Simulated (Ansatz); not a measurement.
# GaN (P6_3mc): converging the G0W0 gap, part 2 of 2

How do accuracy and time trade against each other in G0W0 on GaN (P6_3mc)?

Ansatz 0.2.0; G0W0 on PBE, plane waves, PAW. Known limits of the many-body steps: not at the basis limit; no spin-orbit coupling; coarse k mesh.

So far. Step 4 (290 empty bands, screening to 200 eV): Against the run with 6×6×4 mesh, 135 empty bands, screening to 120 eV, the gap moves by +0.016 eV. Step 5 (Changing the k mesh: 6×6×2 mesh, 135 empty bands …): Against the run with 6×6×4 mesh, 135 empty bands, screening to 120 eV, the gap moves by −0.03 eV.

The database entry behind the starting cell differs from later determinations by our own check (about 0.3 % short, ideal inner coordinate), so it need not match the best structure at ambient conditions.

## (6) Changing the frequency model: 6×6×4 mesh, 135 empty bands, screening to 120 eV, plasmon pole

A plasmon pole stands in for the full frequency dependence of the screening; this run shows what that costs in accuracy.

Input file input.yaml:

```yaml
crystal:
  lattice:
    - [3.18, 0.0, 0.0]
    - [-1.59, 2.753960784, 0.0]
    - [0.0, 0.0, 5.166]
  atoms:
    - { symbol: Ga, position: [0.3333333333, 0.6666666667, 0.0] }
    - { symbol: Ga, position: [0.6666666667, 0.3333333333, 0.5] }
    - { symbol: "N", position: [0.3333333333, 0.6666666667, 0.375] }
    - { symbol: "N", position: [0.6666666667, 0.3333333333, 0.875] }
kpoints:
  mp_grid: { grid: [6, 6, 4] }
hamiltonian:
  xc: pbe
scf:
  occupations: { method: fixed }
gw:
  n_empty_bands: 135
  ecut_chi: 120
  qp_bands: [v2, c2]
  qp_kpoints: band_edges
  screening: { model: godby_needs }
```

Command:

```console
> ansatz run input.yaml --threads 3 --pin off --max-ram 92160MiB --backend cuda --events-out ev --progress --plain --runs-dir out --devices 1 --max-vram 13GiB  # rebuilt from the run's record
```

Numbers of over 12 decimals in the logs are rounded to 6 here.

Output:

```text
GPUs: using 1 of 1 available (devices: 1).
[...]
GPU FFT provider: cuFFT
GPU libraries: cuBLAS 13.8.2, cuFFT 12.4.0, cuSOLVER 12.3.4
Crystal: 4 atoms, lattice volume = 45.242 Å³
Basis set: ecut = 420 eV, 881 PW (Γ)
Bands: 22, of which v1, the nominal top of the filled ones, is band 18 counted from 1 (17 counted from 0)
Symmetry: 12 space group operations
[...]
k-points: 21 of 144 (time reversal used)
[...]
1    20     14.2610   -10.1614    -4.4080   -15.3280  0.8293    15.0220    15.0196  root
[...]
20    17      8.3471   -22.3645     3.4008   -18.3045  0.7953     7.6856     7.6877  root
    20    18      8.3471   -22.3645     3.4008   -18.3045  0.7953     7.6856     7.6877  root
    20    19     16.3479    -9.5409    -4.7178   -14.9898  0.8321    17.0814    17.0790  root
    20    20     16.3479    -9.5409    -4.7178   -14.9898  0.8321    17.0814    17.0790  root
[key lines of the parts left out:]
SCF converged after 6 iterations
Free energy (F): -8335.791703 eV
Fermi energy:    9.854318 eV
```

It took 21 s on 1 × NVIDIA H100 80GB HBM3 (shared by 6 runs) with 3 threads of AMD EPYC 7R13 (Zen 3), shared host; peak memory 1.3 GiB; 34 s of CPU time.

Numbers from this step:

* bands summed: 153
* plasmon-pole fit frequency: 33.12 eV
* RPA ε∞ on this mesh (eigenvalues): 5.894, 5.940, 5.940
* plane waves in the screening matrix: 135
* G0W0 gap on the mesh: 3.099 eV
* k of the valence top: 0, 0, 0
* k of the conduction bottom: 0, 0, 0
* starting gap on the mesh: 1.963 eV
* least direct G0W0 gap on the computed points: 3.099 eV

Against the run with 6×6×4 mesh, 135 empty bands, screening to 120 eV, the gap moves by −0.005 eV.

## (7) Changing the files: 6×6×4 mesh, 135 empty bands, screening to 120 eV, hard PAW files

Other atomic data (hard PAW) test the pseudisation: the cutoff goes from 420 to 1020 eV and the valence electrons from 36 to 52, which opens shells that were frozen.

input.yaml: that of step 6 with these lines changed.

```diff
@@ -14,2 +14,3 @@
   xc: pbe
+  pseudopotentials: { kind: paw, source: ansatz }
 scf:
@@ -21,2 +22,2 @@
   qp_kpoints: band_edges
-  screening: { model: godby_needs }
+  screening: { model: contour_deformation }
```

Output:

```text
GPUs: using 1 of 1 available (devices: 1).
[...]
GPU FFT provider: cuFFT
GPU libraries: cuBLAS 13.8.2, cuFFT 12.4.0, cuSOLVER 12.3.4
Crystal: 4 atoms, lattice volume = 45.242 Å³
Basis set: ecut = 1020 eV, 3357 PW (Γ)
Bands: 32, of which v1, the nominal top of the filled ones, is band 26 counted from 1 (25 counted from 0)
Symmetry: 12 space group operations
[...]
k-points: 21 of 144 (time reversal used)
[...]
1    28     15.6871   -10.1496    -4.4282   -15.3194  0.8096    16.4355    16.4286  root
[...]
20    25      9.7640   -22.3742     3.4030   -18.3160  0.7678     9.1024     9.1088  root
    20    26      9.7640   -22.3742     3.4030   -18.3160  0.7678     9.1024     9.1088  root
    20    27     17.7693    -9.5336    -4.7367   -14.9822  0.8074    18.4885    18.4812  root
    20    28     17.7693    -9.5336    -4.7367   -14.9822  0.8074    18.4885    18.4812  root
[key lines of the parts left out:]
SCF converged after 8 iterations
Free energy (F): -17597.762731 eV
Fermi energy:    11.269458 eV
```

Wall time 20 s (1 × NVIDIA H100 80GB HBM3 (shared by 6 runs) with 3 threads); peak memory 1.4 GiB; 35 s of CPU time.

Numbers from this step:

- bands summed: 161
- RPA ε∞ on this mesh (eigenvalues): 5.875, 5.921, 5.921
- plane waves in the screening matrix: 135
- G0W0 gap on the mesh: 3.115 eV
- k of the valence top: 0, 0, 0
- k of the conduction bottom: 0, 0, 0
- starting gap on the mesh: 1.981 eV
- least direct G0W0 gap on the computed points: 3.115 eV

Against the run with 6×6×4 mesh, 135 empty bands, screening to 120 eV, the gap moves by +0.011 eV.

## (8) Side by side

Times are wall times on 1 × NVIDIA H100 80GB HBM3 (shared by 6 runs) with 3 threads of AMD EPYC 7R13 (Zen 3), shared host, good to a factor of about two.

| mesh | files | frequency | bands summed | cutoff (eV) | start (eV) | G0W0 (eV) | time | host memory (GiB) |
| --- | --- | --- | --- | --- | --- | --- | --- | --- |
| 6×6×4 | default PAW | contour deformation | 65 | 60 | 1.963 | 2.968 | 17 s | 1.0 |
| 6×6×4 | default PAW | contour deformation | 153 | 120 | 1.963 | 3.104 | 15 s | 1.2 |
| 6×6×4 | default PAW | contour deformation | 308 | 200 | 1.963 | 3.119 | 43 s | 1.5 |
| 6×6×2 | default PAW | contour deformation | 153 | 120 | 1.964 | 3.071 | 9.8 s | 1.1 |
| 6×6×4 | default PAW | plasmon pole | 153 | 120 | 1.963 | 3.099 | 21 s | 1.3 |
| 6×6×4 | hard PAW | contour deformation | 161 | 120 | 1.981 | 3.115 | 20 s | 1.4 |

How the two edges are built up, in eV (the quasiparticle level is the starting level plus Σx plus Σc less Vxc):

| run | edge | start | Σx | Σc | Vxc | Z | QP |
| --- | --- | --- | --- | --- | --- | --- | --- |
| 65 bands | valence top | 9.85 | -23.96 | 3.52 | -20.31 | 0.78 | 9.72 |
| 65 bands | conduction bottom | 11.82 | -11.52 | -3.40 | -15.78 | 0.81 | 12.69 |
| 153 bands | valence top | 9.85 | -23.96 | 3.12 | -20.31 | 0.77 | 9.33 |
| 153 bands | conduction bottom | 11.82 | -11.52 | -3.66 | -15.78 | 0.81 | 12.43 |
| 308 bands | valence top | 9.85 | -23.96 | 2.88 | -20.31 | 0.77 | 9.08 |
| 308 bands | conduction bottom | 11.82 | -11.52 | -3.89 | -15.78 | 0.80 | 12.20 |

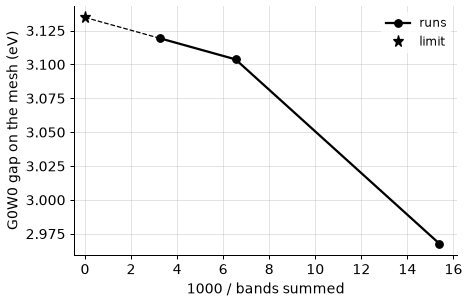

The gap against one over the number of bands; the dashed line carries the two highest rungs to the limit.

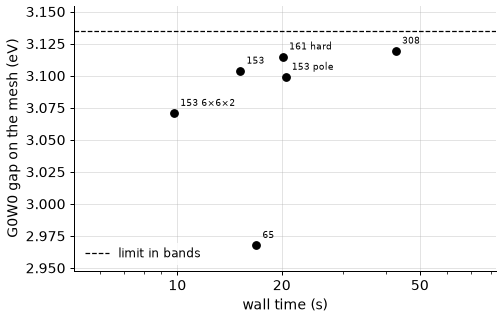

Result against wall time.

## (9) Summary of results

```
65 bands, 60 eV                     : 2.968 eV
153 bands, 120 eV                   : 3.104 eV
308 bands, 200 eV                   : 3.119 eV
estimated limit in bands and cutoff : 3.13 eV
mesh and start                      : 6×6×4, PBE
```

A line in one over the bands through the two highest rungs gives 3.13 eV, +0.02 eV from the top rung; the pair below gives 3.20 eV, so the series converges faster than that law. The rungs stand 0.17 eV (65 bands), 0.03 eV (153 bands) and 0.02 eV (308 bands) from it. From 65 to 308 bands the gap moves by +0.15 eV while the time grows 2.5-fold. Σc changes by −0.65 eV at the valence top and −0.49 eV at the conduction bottom, so the levels themselves move more than the gap between them. On the 6×6×2 mesh in place of 6×6×4 the gap differs by −0.03 eV, of which +0.001 eV is already in the start. The plasmon-pole model gives −0.005 eV against contour deformation, 0 % of the correction, and saved no time in this program. Hard PAW files move the gap by +0.01 eV at equal bands and cutoff, +0.02 eV of it in the start. The cheapest rung within 0.1 eV of this estimate is that with 153 bands (15 s). The many-body steps are scalar-relativistic: spin-orbit coupling is not in them.

[Paths, hosts, dates, memory and timing lines, banners, echoed tables and standing remarks are left out of the program output.]

[Logs are printed without paths, hosts, clocks, repeated set-up lines and the standing remarks that a program may print on its own settings, such as how far it seeks lower states.]

[Runs of the session that timed out or met a known fault of the program may be left out.]

[Cells called generated may have been cut or substituted from an entry of the Crystallography Open Database or the Materials Project.]

[Hosts, paths, dates, database ids (printed as entryN), source tags and the programs' standing remarks are cut or masked in the printed files.]
